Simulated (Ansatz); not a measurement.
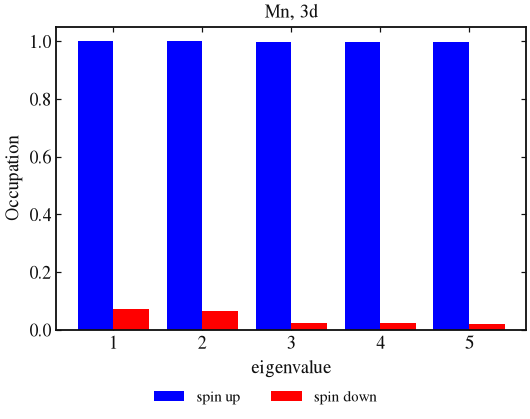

Eigenvalues of the local occupation matrix of the d shell (Löwdin-orthogonalised atomic projectors).

System: MnF₂, space group P4_2/mnm, 6 atoms in the cell, MnF2 type.

```yaml
crystal:
  lattice:
    - [4.87340, 0.00000, 0.00000]
    - [0.00000, 4.87340, 0.00000]
    - [0.00000, 0.00000, 3.30990]
  atoms:
    - { symbol: Mn, position: [0.00000, 0.00000, 0.00000] }
    - { symbol: Mn, position: [0.50000, 0.50000, 0.50000] }
    - { symbol: F, position: [0.30500, 0.30500, 0.00000] }
    - { symbol: F, position: [0.19500, 0.80500, 0.50000] }
    - { symbol: F, position: [0.69500, 0.69500, 0.00000] }
    - { symbol: F, position: [0.80500, 0.19500, 0.50000] }
```

Ansatz; DFT PBEsol+U, scalar-relativistic, plane waves, PAW, Ueff = 4 eV on Mn atom 1 d; Ueff = 4 eV on Mn atom 2 d, spin-polarised, 4×4×6 k mesh, Gaussian smearing of 0.05 eV.

Q: How many states of the shell are filled, counting eigenvalues over 0.6?

A: Counting eigenvalues over 0.6 as filled, Mn has 5 filled d states (d⁵), 5 up and 0 down, high spin; the eigenvalues sum to 5.2. The small eigenvalues come from mixing with neighbours' orbitals.

Start of the run: random orbitals: pairs, high filling. Such runs often end in metastable states, so this need not be the lowest one.
